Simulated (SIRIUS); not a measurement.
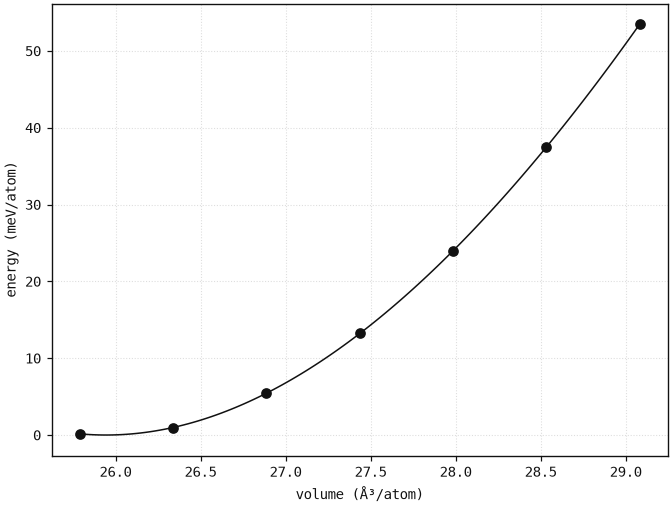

Plotted: energy against volume.

Calculation (SIRIUS 7.12.0): plane-wave DFT, no spin polarisation; energies at scaled volumes of the given cell, shape and fractions fixed, counted from the fit's minimum, third-order Birch-Murnaghan fit. Level: PBEsol.

Q: For which of these solids was it computed?
A. PbS, P-6m2 (No. 187)
B. ZrO₂, Fm-3m (No. 225)
C. Ag, Fm-3m (No. 225)

A: A, PbS: energy from 0.16 meV/atom to 53.48 meV/atom, V0 25.94 Å³/atom, B0 53.7 GPa. The others give: Ag, energy from 0.20 meV/atom to 39.68 meV/atom, V0 16.61 Å³/atom, B0 121 GPa; ZrO₂, energy from 0.11 meV/atom to 45.66 meV/atom, V0 10.81 Å³/atom, B0 255 GPa.

For PbS, limits of the calculation: spin-orbit coupling left out, heavy elements; shape and atomic fractions are frozen while scaling, which makes layered, chain and framework solids too stiff.
